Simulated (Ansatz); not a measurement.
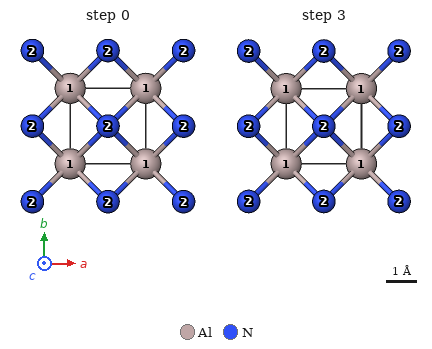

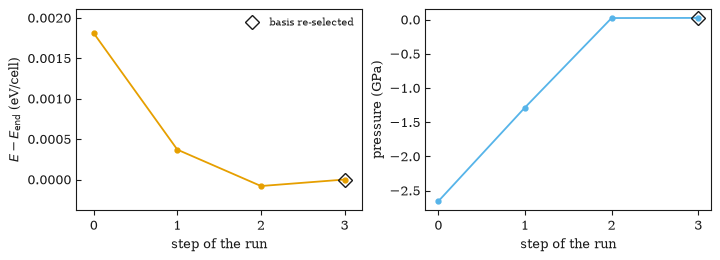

First and last geometry of a relaxation of crystalline AlN (built on the CsCl type), with the history of the run. The picture is a ball-and-stick view of the cell of the calculation, seen along the c axis.

Theory: DFT, r2SCAN+rVV10, plane waves, PAW in Ansatz 0.2.0. Settings: plane-wave cutoff 500 eV; k-point mesh 8 × 8 × 8; occupations fermi dirac; smearing width 0.03 eV; no spin polarisation; cell and atoms relaxed; force threshold 0.01 eV/Å; at most 120 steps.

Read the history and describe the run.

Answer. It converged. Over 2 accepted moves (3 points after the start) the energy falls by 1.8 meV per cell of the calculation. All forces vanish by symmetry, so only the cell relaxes. Pressure: −2.66 GPa at the start and 0.03 GPa at the end. At 1 point the geometry stayed and the basis and grid were re-selected for the new cell (energy shift of 0.1 meV per cell of the calculation at most each time). The atoms keep their places relative to the cell (all moves are under 0.005 Å). Cell: a = b = c 2.593 → 2.582 Å (−0.4 %). Volume −1.3 %. Some distances before and after: Al1–N2 2.246 → 2.236 Å. The space group stays Pm-3m (No. 221).
